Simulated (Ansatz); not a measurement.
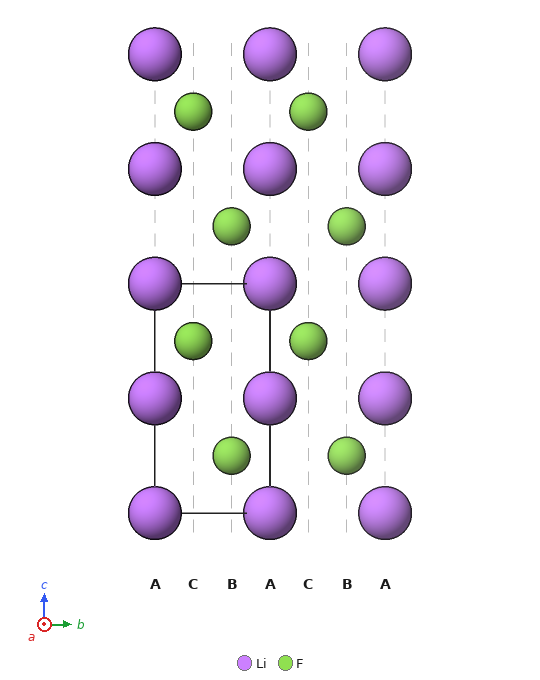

The picture looks along a close-packed row of the hexagonal mesh; c points upwards. The dashed lines mark the three columns A (0, 0), B (1/3, 2/3) and C (2/3, 1/3). The sequence starts with the first layer at or above the cell's origin.

LiF: the end point of a relaxation with Ansatz 0.2.0, DFT PBEsol, scalar-relativistic, plane waves, PAW; the starting structure was generated, so it need not be a known form of this composition.

Question: List the layers of one repeat.

Answer: Li(A) – F(B) – Li(A) – F(C) (four layers in 4.81 Å).

Question: How are the F layers alone stacked?

Answer: F layers alone: BC, the hexagonal close-packed type.

Question: Which positions between or in the F layers do the other atoms fill?

Answer: Li: two octahedral sites in each hexagonal cell.
